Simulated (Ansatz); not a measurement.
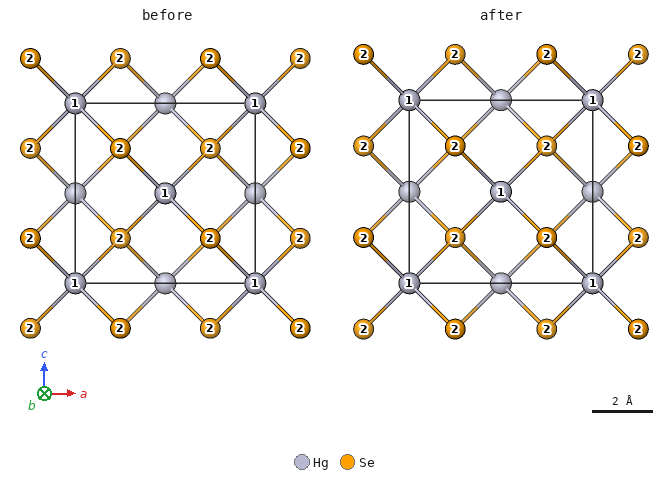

The structure of crystalline HgSe (set up in F-43m) before (left) and after (right) a relaxation, at one scale.

A ball-and-stick model of the conventional cell (4 times the calculation's cell), seen along the b axis. Lengths and directions refer to the drawn axes.

The run lets cell and atoms move.

Method: Ansatz 0.2.0, Kohn-Sham DFT of a periodic cell, PBE0, Ansatz PAW.

The input:
```yaml
crystal:
  lattice:
    - [0.0, 3.039, 3.039]
    - [3.039, 0.0, 3.039]
    - [3.039, 3.039, 0.0]
  atoms:
    - { symbol: Hg, position: [0.0, 0.0, 0.0] }
    - { symbol: Se, position: [0.75, 0.75, 0.75] }
hamiltonian:
  xc: pbe0
  pseudopotentials: { kind: paw }
kpoints:
  mp_grid: { grid: [4, 4, 4] }
scf:
  occupations: { method: fermi_dirac, width: 0.05 }
output:
  forces: true
  stress: true
  write_density: true
  write_potential: true
  elf: true
  volumetric_format: npy
relax:
  f_tol: 0.01
  max_steps: 40
  cell: { stress_tol: 0.05 }
```

Command:
```bash
ansatz run input.yaml --threads 2 --pin off --max-ram 5632MiB --backend cpu --events-out ev --progress --plain --runs-dir out
```

Summarise the run.

Answer. The atoms keep their places relative to the cell (all moves are under 0.005 Å). The drawn cell changes as follows: a = b = c 6.078 → 6.188 Å (+1.8 %); the volume changes by +5.5 %. Some distances before and after: Hg1–Se2 2.632 → 2.680 Å. The space group stays F-43m (No. 216). Over 3 accepted moves (4 points after the start) the energy falls by 14.4 meV per atom. All forces vanish by symmetry, so only the cell relaxes. Pressure: 3.10 GPa at the start and 0.00 GPa at the end. At 1 point the geometry stayed and the basis and grid were re-selected for the new cell (energy shift of 0.7 meV per atom at most each time).
